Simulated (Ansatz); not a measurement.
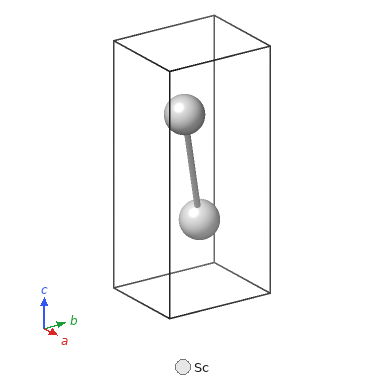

System: Sc, space group P6_3/mmc (No. 194). The picture shows the cell.

Starting cell:
```
CELL_PARAMETERS angstrom
3.30880 0.00000 0.00000
-1.65440 2.86550 0.00000
0.00000 0.00000 5.26800
ATOMIC_POSITIONS crystal
Sc 0.33333 0.66667 0.25000
Sc 0.66667 0.33333 0.75000
```

How it was computed, with Ansatz 0.2.0: homogeneous strain of a crystal along one Voigt pattern with engineering shear, fractional coordinates fixed, by plane-wave density functional theory with PAW datasets, free energies less that of the undisturbed cell; scalar-relativistic. Level: PBEsol, no spin polarisation.

wave cutoff 420 eV; k mesh 18×18×10; occupations Gaussian; smearing width 0.15 eV; k shift (0, 0, 0) (mesh steps); start as given; strain pattern (0, 0, 1, 0, 0, 0) (xx yy zz yz xz xy with engineering shear).

What does the calculation give for the energy change against strain? The strain takes the values −0.0200, −0.0150, −0.0100, −0.0050, 0.0000, 0.0050, 0.0100, 0.0150, 0.0175, 0.0200.

The energy falls towards negative values, so the start isn't a stationary minimum along this path. The energy change rises from −9.14 meV/atom at strain −0.0200 to 14.55 meV/atom at 0.0200. The slope of stress against strain at the start, which at zero pressure is the clamped-ion constant C33, is 86.8 GPa. The second derivative of tensile stress is −580 GPa.

```csv
strain,energy change (meV/atom)
-0.0200,-9.14
-0.0150,-7.40
-0.0100,-5.29
-0.0050,-2.82
0.0000,0.00
0.0050,3.16
0.0100,6.65
0.0150,10.45
0.0175,12.46
0.0200,14.55
```

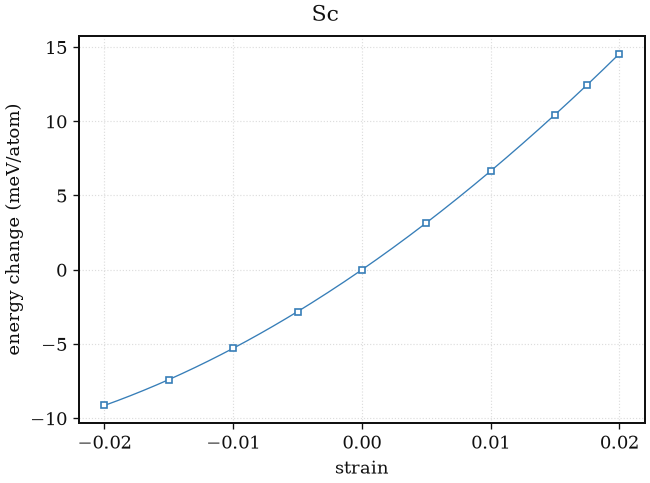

Keep in mind: reference crystal is not relaxed.
